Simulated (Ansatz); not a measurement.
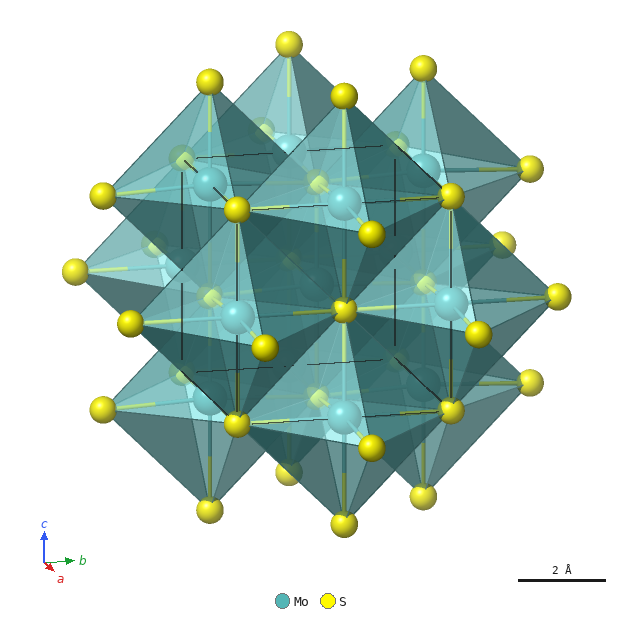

An orthographic polyhedral view of the structure, slightly off an axis. The lines enclose the conventional unit cell; boundary atoms appear with their images. A few atoms beyond the faces are included. Cell: a = 5.09 Å, b = 5.11 Å, c = 5.11 Å, α = 90.00°, β = 90.00°, γ = 90.00°.

Origin of the cell: a structure type filled with these elements by a generator (whether the compound takes this form wasn't checked). The cell was then strained or its atoms displaced on purpose. An electronic-structure calculation with Ansatz was run on it.

Q: State composition, symmetry and coordination.

A: Its composition is MoS. Space group Amm2 (No. 38), lattice base-centred orthorhombic. The cell has 8 atoms, namely 4 Mo, 4 S. The polyhedra are MoS6 octahedra; they share corners and edges. Mo is linked to six S in a distorted octahedral arrangement at about 2.4 to 2.7 Å. Each S atom is coordinated by six Mo in a distorted octahedral arrangement at about 2.4 to 2.7 Å. The bonds build a three-dimensional framework.

The calculation used DFT r2SCAN, scalar-relativistic, plane waves, PAW in Ansatz, with plane-wave cutoff 500 eV, k-points about 0.29 Å⁻¹ apart, Gaussian smearing of 0.05 eV, collinear spins.

Q: Which atoms carry magnetic moments in this run, and how do they order?

A: The state reached is antiferromagnetic. Sizes: Mo 1.9 to 2.0 μB; net moment 0.0 μB in the run's cell of 4 atoms.

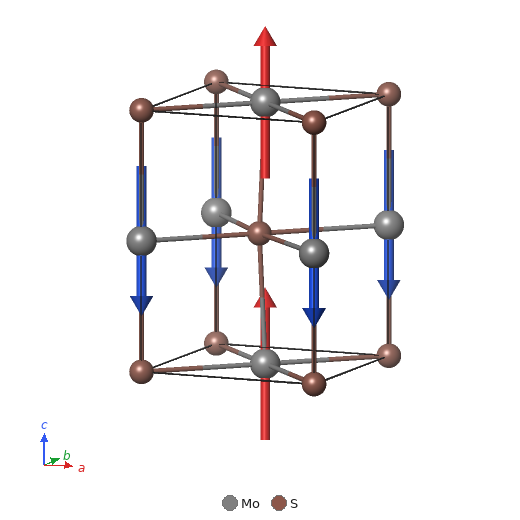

Site moments above 0.25 μB as arrows, small induced ones on non-metal atoms left out (red along the largest or up, blue against, purple across). The run's cell of 4 atoms is drawn in a reduced setting, so axes and origin can differ from the first picture.

Q: Metal or not?

A: A metal: bands cross the Fermi level.

Q: Does this geometry sit at a stationary point of the energy?

A: No. The largest force is 0.54 eV/Å, on Mo and S. The pressure is 0.3 GPa. The stress isn't hydrostatic: its largest component is 1.7 GPa.
